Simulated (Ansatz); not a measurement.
MoSi2: geometry relaxation (part 1 of 3)

The run: geometry relaxation of MoSi2 (I4/mmm, 3 atoms in the cell). Method and program: DFT, PBE, plane waves, PAW, no spin polarisation (Ansatz 0.2.0).

The structure derives from an entry of the Crystallography Open Database. Figures and captions count atoms from 1; the log counts them from 0 in places.

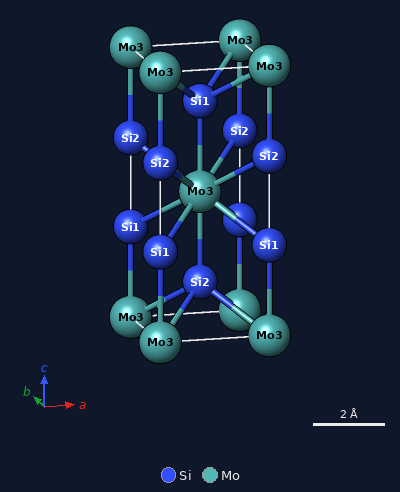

Fig. 1: The structure as given in the input (ball-and-stick view of the cell 2 times as large as that of the calculation, set on its symmetry axes, seen slightly off an axis; atoms are numbered from 1 in the order of the input).

### The input
```yaml
crystal:
  lattice:
    - [-1.6088444129, 1.6088444129, 3.9489051375]
    - [1.6088444129, -1.6088444129, 3.9489051375]
    - [1.6088444129, 1.6088444129, -3.9489051375]
  atoms:
    - { symbol: Si, position: [0.3351016561, 0.3351016561, 0.0] }
    - { symbol: Si, position: [0.6648983439, 0.6648983439, 0.0] }
    - { symbol: Mo, position: [0.0, 0.0, 0.0] }
basis:
  ecutwfc: 240.0
kpoints:
  mp_grid: { grid: [18, 18, 18] }
hamiltonian:
  xc: pbe
scf:
  occupations: { method: fermi_dirac, width: 0.15 }
output:
  forces: true
  stress: true
  eigenvalues: true
  write_density: true
  write_potential: true
  elf: true
  volumetric_format: npy
relax:
  adjacent_minimum: "off"
  f_tol: 0.001
  max_steps: 60
  cell: { stress_tol: 0.01 }
```

Hardware: 1 thread of Arm Neoverse V2, 24 GiB of memory available, shared host.

Command:
```bash
ansatz run input.yaml --threads 1 --pin off --max-ram 2560MiB --backend cpu --events-out ev --progress --plain --runs-dir out
```

### The program's output
```
Warning: basis.ecutwfc = 240 eV is below the records' recommended 420 eV, and the density's cutoff is lower with it unless basis.ecutrho_ratio is high enough to keep the records' density cutoff: compare with a run at a higher cutoff
Engine: ansatz 0.2.0, aarch64-unknown-linux-gnu
Pseudopotentials: kind: paw
Pseudopotential: Si, paw, valence charge 4, recommended cutoff 420 eV (normal), Si.paw.azcp
Pseudopotential: Mo, paw, valence charge 14, recommended cutoff 420 eV (normal), Mo.paw.azcp
Functional definition: PBE
  parameter kappa = 0.804
  parameter beta = 0.06672455060314922
  exchange = pbe_x(kappa = kappa, mu = beta*pi^2/3)
  correlation = pbe_c(beta = beta)
Crystal: 3 atoms, lattice volume = 40.885 Å³
Basis set: ecut = 240 eV, 329 PW (Γ), exchange–correlation on 48×48×48 points (8 copies of the dense FFT grid, shifted against one another)
Bands: 15, of which v1, the nominal top of the filled ones, is band 11 counted from 1 (10 counted from 0)
Symmetry: 16 space group operations
Space group: I4/mmm (ITA 139), of the structure as read, at distance tolerance 3.4e-5 Å
k-points: 480 of 5832
Non-local potential: Si, projectors of the file, l = 0: 2, l = 1: 2, l = 2: 2
Non-local potential: Mo, projectors of the file, l = 0: 3, l = 1: 2, l = 2: 2, l = 3: 1
PAW form: soft (Blöchl's): semilocal exchange-correlation on the pseudo side does not see the compensation charge
PAW one-centre angular grid: Si, 110 points (default); XC on 64 Gauss nodes
PAW one-centre angular grid: Mo, 590 points (default); XC on 64 Gauss nodes
Initial density: superposition of atomic densities (neutral atoms: chi_scale 0, normalization atom), corrected by the library's trained network
Initial wavefunctions: pseudopotential atomic-orbital guess
Functional: x = pbe(κ = 0.804, μ = 0.2195149727645171), c = pbe(β = 0.06672455060314922)
SCF iter   1: F=—  HF=-6228.156160 eV  |F-HF|=—  |Δ(HF+E_count)|=         —  Δρ=1.75e-2  dr2=7.85e-2  ethr=1.77e-3  ⟨swp⟩=5.0  Hψ=37958  notcnv=0
preconditioner: auto → Kerker (q_TF=auto, 2.461 Å⁻¹)  [metal: Δε(μ)=0.101 eV  Ē_g=7.653 eV  σ=0.150 eV  W_gap=0.16  n_scr=10 (ndim 8)  ℏωp=21.7 eV  f_vac=0.000  D(μ)=0.38/eV (n_scr^D=0)]
SCF iter   2: F=—  HF=-6228.139165 eV  |F-HF|=—  |Δ(HF+E_count)|=   1.70e-2  Δρ=7.90e-3  dr2=7.97e-3  ethr=3.57e-4  ⟨swp⟩=2.2  Hψ=15461  notcnv=0
SCF iter   3: F=—  HF=-6228.138536 eV  |F-HF|=—  |Δ(HF+E_count)|=   6.28e-4  Δρ=3.18e-3  dr2=1.48e-3  ethr=3.62e-5  ⟨swp⟩=2.0  Hψ=7752  notcnv=0
SCF iter   4: F=—  HF=-6228.138472 eV  |F-HF|=—  |Δ(HF+E_count)|=   6.42e-5  Δρ=1.85e-4  dr2=2.06e-5  ethr=6.75e-6  ⟨swp⟩=2.5  Hψ=12187  notcnv=0
SCF iter   5: F=—  HF=-6228.138500 eV  |F-HF|=—  |Δ(HF+E_count)|=   2.78e-5  Δρ=3.27e-5  dr2=7.65e-7  ethr=9.38e-8  ⟨swp⟩=2.1  Hψ=10152  notcnv=0
SCF iter   6: F=-6228.138500 eV  HF=-6228.138500 eV  |F-HF|=1.76e-10  |Δ(HF+E_count)|=   1.50e-7  Δρ=5.18e-6  dr2=7.29e-9  ethr=4.55e-10  ⟨swp⟩=8.3  Hψ=46117  notcnv=0
SCF 1 converged in 6 iterations: F = -6228.138500 eV  dr2 = 7.29e-9
  greatest PAW one-centre occupation: 0.998 electrons in one spin orbital (limit 2), on the Mo atom at site 2 (counted from 0), in its partial waves of l = 0
relax step   1: F+E_penalty+E_count = -6228.13849985 eV  Δ(F+E_penalty+E_count) = +0.000e0 eV  max|allowed force component| = 1.660e-2 eV/Å  Δτ_max = 0.0000 Å  P = +0.134 GPa  Ω = 40.885 Å³  (6 SCF iters, dr2 threshold 1.00e-7 eV, accepted)
Crystal: 3 atoms, lattice volume = 40.940 Å³
Initial density: handed on by an earlier stage of this run
Initial wavefunctions: those handed on with the density
iter 1 solved again at ethr=3.17e-7 eV; its pass at ethr=3.10e-3 eV (dr2=6.98e-5 eV) is discarded
SCF iter   1: F=—  HF=-6228.130732 eV  |F-HF|=—  |Δ(HF+E_count)|=         —  Δρ=3.43e-4  dr2=9.31e-5  ethr=3.17e-7  ⟨swp⟩=2.0  Hψ=40710  notcnv=0
preconditioner: auto → Kerker (q_TF=auto, 2.460 Å⁻¹)  [metal: Δε(μ)=0.026 eV  Ē_g=7.608 eV  σ=0.150 eV  W_gap=0.04  n_scr=10 (ndim 8)  ℏωp=21.7 eV  f_vac=0.000  D(μ)=0.36/eV (n_scr^D=0)]
SCF iter   2: F=—  HF=-6228.130755 eV  |F-HF|=—  |Δ(HF+E_count)|=   2.28e-5  Δρ=1.92e-4  dr2=2.82e-5  ethr=3.17e-7  ⟨swp⟩=2.0  Hψ=9336  notcnv=0
SCF iter   3: F=—  HF=-6228.130746 eV  |F-HF|=—  |Δ(HF+E_count)|=   9.42e-6  Δρ=6.15e-5  dr2=3.63e-6  ethr=1.28e-7  ⟨swp⟩=2.4  Hψ=10279  notcnv=0
SCF iter   4: F=-6228.130745 eV  HF=-6228.130745 eV  |F-HF|=1.50e-8  |Δ(HF+E_count)|=   8.95e-7  Δρ=1.15e-5  dr2=4.21e-8  ethr=1.36e-9  ⟨swp⟩=5.9  Hψ=42204  notcnv=0
SCF 2 converged in 4 iterations: F = -6228.130745 eV  dr2 = 4.21e-8
relax step   2: F+E_penalty+E_count = -6228.13074459 eV  Δ(F+E_penalty+E_count) = +7.755e-3 eV  max|allowed force component| = 2.126e-3 eV/Å  Δτ_max = 0.0008 Å  P = -0.243 GPa  Ω = 40.940 Å³  energy of the carried Pulay correction = -7.741e-3 eV  (4 SCF iters, dr2 threshold 3.00e-7 eV, rejected (line search))
Crystal: 3 atoms, lattice volume = 40.906 Å³
iter 1 solved again at ethr=6.53e-8 eV; its pass at ethr=3.10e-3 eV (dr2=1.44e-5 eV) is discarded
SCF iter   1: F=—  HF=-6228.135666 eV  |F-HF|=—  |Δ(HF+E_count)|=         —  Δρ=1.76e-4  dr2=2.08e-5  ethr=6.53e-8  ⟨swp⟩=2.0  Hψ=40753  notcnv=0
preconditioner: auto → Kerker (q_TF=auto, 2.460 Å⁻¹)  [metal: Δε(μ)=0.027 eV  Ē_g=7.612 eV  σ=0.150 eV  W_gap=0.05  n_scr=10 (ndim 8)  ℏωp=21.7 eV  f_vac=0.000  D(μ)=0.36/eV (n_scr^D=0)]
SCF iter   2: F=—  HF=-6228.135701 eV  |F-HF|=—  |Δ(HF+E_count)|=   3.47e-5  Δρ=9.97e-5  dr2=6.71e-6  ethr=6.53e-8  ⟨swp⟩=2.0  Hψ=9623  notcnv=0
SCF iter   3: F=—  HF=-6228.135698 eV  |F-HF|=—  |Δ(HF+E_count)|=   3.19e-6  Δρ=2.85e-5  dr2=7.48e-7  ethr=3.05e-8  ⟨swp⟩=2.4  Hψ=10417  notcnv=0
SCF iter   4: F=—  HF=-6228.135697 eV  |F-HF|=—  |Δ(HF+E_count)|=   6.45e-7  Δρ=6.17e-6  dr2=9.58e-9  ethr=3.40e-9  ⟨swp⟩=2.4  Hψ=10403  notcnv=0
SCF iter   5: F=—  HF=-6228.135697 eV  |F-HF|=—  |Δ(HF+E_count)|=   1.13e-9  Δρ=1.10e-6  dr2=5.69e-10  ethr=4.35e-11  ⟨swp⟩=2.7  Hψ=12926  notcnv=0
SCF iter   6: F=—  HF=-6228.135697 eV  |F-HF|=—  |Δ(HF+E_count)|=  7.82e-11  Δρ=1.76e-7  dr2=9.16e-12  ethr=2.59e-12  ⟨swp⟩=2.4  Hψ=10128  notcnv=0
SCF iter   7: F=-6228.135697 eV  HF=-6228.135697 eV  |F-HF|=9.09e-13  |Δ(HF+E_count)|=  9.09e-13  Δρ=1.72e-8  dr2=7.87e-14  ethr=1.00e-12  ⟨swp⟩=4.2  Hψ=23500  notcnv=0
SCF 3 converged in 7 iterations: F = -6228.135697 eV  dr2 = 7.87e-14
relax step   3: F+E_penalty+E_count = -6228.13569693 eV  Δ(F+E_penalty+E_count) = +2.803e-3 eV  max|allowed force component| = 6.859e-3 eV/Å  Δτ_max = 0.0006 Å  P = -0.009 GPa  Ω = 40.906 Å³  energy of the carried Pulay correction = -2.938e-3 eV  (7 SCF iters, accepted)
Crystal: 3 atoms, lattice volume = 40.907 Å³
iter 1 solved again at ethr=6.28e-9 eV; its pass at ethr=3.10e-3 eV (dr2=1.38e-6 eV) is discarded
SCF iter   1: F=—  HF=-6228.135494 eV  |F-HF|=—  |Δ(HF+E_count)|=         —  Δρ=4.26e-5  dr2=1.43e-6  ethr=6.28e-9  ⟨swp⟩=2.0  Hψ=37350  notcnv=0
preconditioner: auto → Kerker (q_TF=auto, 2.460 Å⁻¹)  [metal: Δε(μ)=0.028 eV  Ē_g=7.612 eV  σ=0.150 eV  W_gap=0.05  n_scr=10 (ndim 8)  ℏωp=21.7 eV  f_vac=0.000  D(μ)=0.36/eV (n_scr^D=0)]
SCF iter   2: F=—  HF=-6228.135534 eV  |F-HF|=—  |Δ(HF+E_count)|=   3.95e-5  Δρ=2.30e-5  dr2=3.32e-7  ethr=6.28e-9  ⟨swp⟩=2.3  Hψ=9887  notcnv=0
SCF iter   3: F=—  HF=-6228.135534 eV  |F-HF|=—  |Δ(HF+E_count)|=   8.27e-8  Δρ=7.44e-6  dr2=5.02e-8  ethr=1.51e-9  ⟨swp⟩=2.4  Hψ=10263  notcnv=0
SCF iter   4: F=-6228.135533 eV  HF=-6228.135533 eV  |F-HF|=1.79e-10  |Δ(HF+E_count)|=   1.35e-8  Δρ=1.50e-6  dr2=5.60e-10  ethr=1.34e-11  ⟨swp⟩=5.0  Hψ=37447  notcnv=0
SCF 4 converged in 4 iterations: F = -6228.135533 eV  dr2 = 5.60e-10
relax step   4: F+E_penalty+E_count = -6228.13553350 eV  Δ(F+E_penalty+E_count) = +1.634e-4 eV  max|allowed force component| = 2.489e-3 eV/Å  Δτ_max = 0.0005 Å  P = -0.028 GPa  Ω = 40.907 Å³  energy of the carried Pulay correction = -3.103e-3 eV  (4 SCF iters, dr2 threshold 2.94e-9 eV, accepted)
Crystal: 3 atoms, lattice volume = 40.904 Å³
iter 1 solved again at ethr=2.43e-10 eV; its pass at ethr=3.10e-3 eV (dr2=5.36e-8 eV) is discarded
SCF iter   1: F=—  HF=-6228.135968 eV  |F-HF|=—  |Δ(HF+E_count)|=         —  Δρ=1.66e-5  dr2=6.36e-8  ethr=2.43e-10  ⟨swp⟩=2.0  Hψ=40717  notcnv=0
preconditioner: auto → Kerker (q_TF=auto, 2.460 Å⁻¹)  [metal: Δε(μ)=0.028 eV  Ē_g=7.613 eV  σ=0.150 eV  W_gap=0.05  n_scr=10 (ndim 8)  ℏωp=21.7 eV  f_vac=0.000  D(μ)=0.36/eV (n_scr^D=0)]
SCF iter   2: F=—  HF=-6228.136008 eV  |F-HF|=—  |Δ(HF+E_count)|=   3.94e-5  Δρ=7.17e-6  dr2=1.46e-8  ethr=2.43e-10  ⟨swp⟩=2.0  Hψ=10738  notcnv=0
SCF iter   3: F=-6228.136008 eV  HF=-6228.136008 eV  |F-HF|=8.51e-10  |Δ(HF+E_count)|=   3.92e-9  Δρ=2.57e-6  dr2=2.14e-9  ethr=3.77e-11  ⟨swp⟩=6.0  Hψ=33130  notcnv=0
SCF 5 converged in 3 iterations: F = -6228.136008 eV  dr2 = 2.14e-9
relax step   5: F+E_penalty+E_count = -6228.13600767 eV  Δ(F+E_penalty+E_count) = -4.742e-4 eV  max|allowed force component| = 4.518e-5 eV/Å  Δτ_max = 0.0001 Å  P = +0.001 GPa  Ω = 40.904 Å³  energy of the carried Pulay correction = -2.630e-3 eV  (3 SCF iters, dr2 threshold 8.29e-9 eV, accepted)
Initial wavefunctions: pseudopotential atomic-orbital guess (no wavefunctions were taken with the density)
iter 1 solved again at ethr=2.88e-8 eV; its pass at ethr=3.10e-3 eV (dr2=6.34e-6 eV) is discarded
SCF iter   1: F=—  HF=-6228.138687 eV  |F-HF|=—  |Δ(HF+E_count)|=         —  Δρ=6.88e-5  dr2=7.50e-7  ethr=2.88e-8  ⟨swp⟩=3.0  Hψ=57019  notcnv=0
SCF iter   2: F=—  HF=-6228.138726 eV  |F-HF|=—  |Δ(HF+E_count)|=   3.95e-5  Δρ=3.40e-5  dr2=1.48e-7  ethr=3.41e-9  ⟨swp⟩=2.0  Hψ=10602  notcnv=0
SCF iter   3: F=—  HF=-6228.138726 eV  |F-HF|=—  |Δ(HF+E_count)|=   3.01e-9  Δρ=8.21e-6  dr2=8.01e-9  ethr=6.73e-10  ⟨swp⟩=2.1  Hψ=12467  notcnv=0
SCF iter   4: F=—  HF=-6228.138726 eV  |F-HF|=—  |Δ(HF+E_count)|=   2.20e-9  Δρ=9.29e-7  dr2=2.14e-10  ethr=3.64e-11  ⟨swp⟩=2.0  Hψ=12281  notcnv=0
SCF iter   5: F=—  HF=-6228.138726 eV  |F-HF|=—  |Δ(HF+E_count)|=  5.46e-11  Δρ=1.51e-7  dr2=6.55e-12  ethr=1.00e-12  ⟨swp⟩=2.4  Hψ=12374  notcnv=0
SCF iter   6: F=-6228.138726 eV  HF=-6228.138726 eV  |F-HF|=0.00e0  |Δ(HF+E_count)|=    0.00e0  Δρ=3.33e-8  dr2=3.80e-13  ethr=1.00e-12  ⟨swp⟩=4.0  Hψ=23302  notcnv=0
SCF 6 converged in 6 iterations: F = -6228.138726 eV  dr2 = 3.80e-13
relax step   6: F+E_penalty+E_count = -6228.13872607 eV  Δ(F+E_penalty+E_count) = -2.718e-3 eV  max|allowed force component| = 2.432e-4 eV/Å  Δτ_max = 0.0000 Å  P = +0.064 GPa  Ω = 40.904 Å³  stress off target by 6.47e-1 GPa  SCF on the basis re-selected at this cell (its energy is not comparable with the rows above)  (6 SCF iters)
basis re-selected at this cell: Δ(F+E_penalty+E_count) = -2.718e-3 eV, ΔP = +0.063 GPa vs the last step (what re-selecting the basis moved, of the pressure what is left beyond the Pulay correction that the steps carried, after the strain that the cell walked since its last selection, with what the two solves' SCF thresholds leave and, on support functions, any second-order correction that the steps lacked; it is no measure of the basis error at this ecutwfc). This SCF's stress stands 6.47e-1 GPa from its target on what of the cell is left free (relax.cell.stress_tol is 1.00e-2 GPa) and its largest allowed force component is 2.43e-4 eV/Å (relax.f_tol is 1.00e-3 eV/Å): not within both, so this SCF does not close the relaxation
Crystal: 3 atoms, lattice volume = 40.909 Å³
iter 1 solved again at ethr=6.53e-8 eV; its pass at ethr=3.10e-3 eV (dr2=1.44e-5 eV) is discarded
SCF iter   1: F=—  HF=-6228.137716 eV  |F-HF|=—  |Δ(HF+E_count)|=         —  Δρ=1.65e-4  dr2=2.03e-5  ethr=6.53e-8  ⟨swp⟩=2.0  Hψ=40739  notcnv=0
preconditioner: auto → Kerker (q_TF=auto, 2.460 Å⁻¹)  [metal: Δε(μ)=0.030 eV  Ē_g=7.611 eV  σ=0.150 eV  W_gap=0.05  n_scr=10 (ndim 8)  ℏωp=21.7 eV  f_vac=0.000  D(μ)=0.36/eV (n_scr^D=0)]
SCF iter   2: F=—  HF=-6228.137748 eV  |F-HF|=—  |Δ(HF+E_count)|=   3.19e-5  Δρ=9.65e-5  dr2=6.43e-6  ethr=6.53e-8  ⟨swp⟩=1.5  Hψ=8289  notcnv=0
SCF iter   3: F=—  HF=-6228.137746 eV  |F-HF|=—  |Δ(HF+E_count)|=   2.19e-6  Δρ=2.99e-5  dr2=8.00e-7  ethr=2.92e-8  ⟨swp⟩=2.5  Hψ=11095  notcnv=0
SCF iter   4: F=-6228.137745 eV  HF=-6228.137745 eV  |F-HF|=1.56e-9  |Δ(HF+E_count)|=   1.86e-7  Δρ=6.52e-6  dr2=1.01e-8  ethr=1.36e-9  ⟨swp⟩=7.3  Hψ=38805  notcnv=0
SCF 7 converged in 4 iterations: F = -6228.137745 eV  dr2 = 1.01e-8
relax step   7: F+E_penalty+E_count = -6228.13774542 eV  Δ(F+E_penalty+E_count) = +9.806e-4 eV  max|allowed force component| = 1.129e-4 eV/Å  Δτ_max = 0.0001 Å  P = +0.008 GPa  Ω = 40.909 Å³  energy of the carried Pulay correction = -1.112e-3 eV  (4 SCF iters, dr2 threshold 3.00e-7 eV, accepted)
Crystal: 3 atoms, lattice volume = 40.910 Å³
iter 1 solved again at ethr=1.06e-10 eV; its pass at ethr=3.10e-3 eV (dr2=2.33e-8 eV) is discarded
SCF iter   1: F=—  HF=-6228.137555 eV  |F-HF|=—  |Δ(HF+E_count)|=         —  Δρ=9.75e-6  dr2=2.44e-8  ethr=1.06e-10  ⟨swp⟩=2.7  Hψ=40111  notcnv=0
preconditioner: auto → Kerker (q_TF=auto, 2.460 Å⁻¹)  [metal: Δε(μ)=0.031 eV  Ē_g=7.611 eV  σ=0.150 eV  W_gap=0.05  n_scr=10 (ndim 8)  ℏωp=21.7 eV  f_vac=0.000  D(μ)=0.36/eV (n_scr^D=0)]
SCF iter   2: F=—  HF=-6228.137591 eV  |F-HF|=—  |Δ(HF+E_count)|=   3.58e-5  Δρ=4.25e-6  dr2=9.77e-9  ethr=1.06e-10  ⟨swp⟩=2.1  Hψ=10891  notcnv=0
SCF iter   3: F=—  HF=-6228.137591 eV  |F-HF|=—  |Δ(HF+E_count)|=   1.60e-9  Δρ=2.51e-6  dr2=3.54e-9  ethr=4.44e-11  ⟨swp⟩=1.0  Hψ=7200  notcnv=0
SCF iter   4: F=-6228.137591 eV  HF=-6228.137591 eV  |F-HF|=2.00e-11  |Δ(HF+E_count)|=  9.79e-10  Δρ=2.22e-7  dr2=2.87e-11  ethr=1.90e-12  ⟨swp⟩=4.4  Hψ=33563  notcnv=0
SCF 8 converged in 4 iterations: F = -6228.137591 eV  dr2 = 2.87e-11
relax step   8: F+E_penalty+E_count = -6228.13759120 eV  Δ(F+E_penalty+E_count) = +1.542e-4 eV  max|allowed force component| = 4.187e-6 eV/Å  Δτ_max = 0.0000 Å  P = +0.002 GPa  Ω = 40.910 Å³  energy of the carried Pulay correction = -1.266e-3 eV  (4 SCF iters, dr2 threshold 4.18e-10 eV, accepted)
iter 1 solved again at ethr=2.89e-8 eV; its pass at ethr=3.10e-3 eV (dr2=6.35e-6 eV) is discarded
SCF iter   1: F=—  HF=-6228.139431 eV  |F-HF|=—  |Δ(HF+E_count)|=         —  Δρ=6.15e-5  dr2=6.12e-7  ethr=2.89e-8  ⟨swp⟩=3.0  Hψ=57011  notcnv=0
SCF iter   2: F=—  HF=-6228.139467 eV  |F-HF|=—  |Δ(HF+E_count)|=   3.59e-5  Δρ=3.01e-5  dr2=1.06e-7  ethr=2.78e-9  ⟨swp⟩=2.0  Hψ=10572  notcnv=0
SCF iter   3: F=—  HF=-6228.139467 eV  |F-HF|=—  |Δ(HF+E_count)|=   1.32e-8  Δρ=7.25e-6  dr2=6.40e-9  ethr=4.83e-10  ⟨swp⟩=2.1  Hψ=12494  notcnv=0
SCF iter   4: F=—  HF=-6228.139467 eV  |F-HF|=—  |Δ(HF+E_count)|=   2.71e-9  Δρ=9.63e-7  dr2=2.04e-10  ethr=2.91e-11  ⟨swp⟩=2.7  Hψ=12631  notcnv=0
SCF iter   5: F=—  HF=-6228.139467 eV  |F-HF|=—  |Δ(HF+E_count)|=  5.09e-11  Δρ=1.69e-7  dr2=1.26e-11  ethr=1.00e-12  ⟨swp⟩=2.4  Hψ=11514  notcnv=0
SCF iter   6: F=-6228.139467 eV  HF=-6228.139467 eV  |F-HF|=1.82e-12  |Δ(HF+E_count)|=  1.82e-12  Δρ=2.69e-8  dr2=2.19e-13  ethr=1.00e-12  ⟨swp⟩=4.5  Hψ=23680  notcnv=0
SCF 9 converged in 6 iterations: F = -6228.139467 eV  dr2 = 2.19e-13
relax step   9: F+E_penalty+E_count = -6228.13946662 eV  Δ(F+E_penalty+E_count) = -1.875e-3 eV  max|allowed force component| = 2.739e-4 eV/Å  Δτ_max = 0.0000 Å  P = +0.007 GPa  Ω = 40.910 Å³  stress off target by 1.85e-1 GPa  SCF on the basis re-selected at this cell (its energy is not comparable with the rows above)  (6 SCF iters)
basis re-selected at this cell: Δ(F+E_penalty+E_count) = -1.875e-3 eV, ΔP = +0.006 GPa vs the last step (what re-selecting the basis moved, of the pressure what is left beyond the Pulay correction that the steps carried, after the strain that the cell walked since its last selection, with what the two solves' SCF thresholds leave and, on support functions, any second-order correction that the steps lacked; it is no measure of the basis error at this ecutwfc). This SCF's stress stands 1.85e-1 GPa from its target on what of the cell is left free (relax.cell.stress_tol is 1.00e-2 GPa) and its largest allowed force component is 2.74e-4 eV/Å (relax.f_tol is 1.00e-3 eV/Å): not within both, so this SCF does not close the relaxation
Crystal: 3 atoms, lattice volume = 40.911 Å³
iter 1 solved again at ethr=1.02e-8 eV; its pass at ethr=3.10e-3 eV (dr2=2.25e-6 eV) is discarded
SCF iter   1: F=—  HF=-6228.139219 eV  |F-HF|=—  |Δ(HF+E_count)|=         —  Δρ=5.80e-5  dr2=2.92e-6  ethr=1.02e-8  ⟨swp⟩=2.0  Hψ=40734  notcnv=0
preconditioner: auto → Kerker (q_TF=auto, 2.460 Å⁻¹)  [metal: Δε(μ)=0.031 eV  Ē_g=7.611 eV  σ=0.150 eV  W_gap=0.05  n_scr=10 (ndim 8)  ℏωp=21.7 eV  f_vac=0.000  D(μ)=0.37/eV (n_scr^D=0)]
SCF iter   2: F=—  HF=-6228.139253 eV  |F-HF|=—  |Δ(HF+E_count)|=   3.35e-5  Δρ=3.41e-5  dr2=9.45e-7  ethr=1.02e-8  ⟨swp⟩=2.3  Hψ=10586  notcnv=0
SCF iter   3: F=—  HF=-6228.139252 eV  |F-HF|=—  |Δ(HF+E_count)|=   3.12e-7  Δρ=1.05e-5  dr2=1.03e-7  ethr=4.29e-9  ⟨swp⟩=2.4  Hψ=10422  notcnv=0
SCF iter   4: F=-6228.139252 eV  HF=-6228.139252 eV  |F-HF|=6.55e-11  |Δ(HF+E_count)|=   2.40e-8  Δρ=2.54e-6  dr2=1.34e-9  ethr=3.90e-10  ⟨swp⟩=6.9  Hψ=35380  notcnv=0
SCF 10 converged in 4 iterations: F = -6228.139252 eV  dr2 = 1.34e-9
relax step  10: F+E_penalty+E_count = -6228.13925218 eV  Δ(F+E_penalty+E_count) = +2.144e-4 eV  max|allowed force component| = 2.587e-3 eV/Å  Δτ_max = 0.0002 Å  P = -0.001 GPa  Ω = 40.911 Å³  energy of the carried Pulay correction = -2.262e-4 eV  (4 SCF iters, dr2 threshold 8.59e-8 eV, accepted)
iter 1 solved again at ethr=7.91e-10 eV; its pass at ethr=3.10e-3 eV (dr2=1.74e-7 eV) is discarded
```
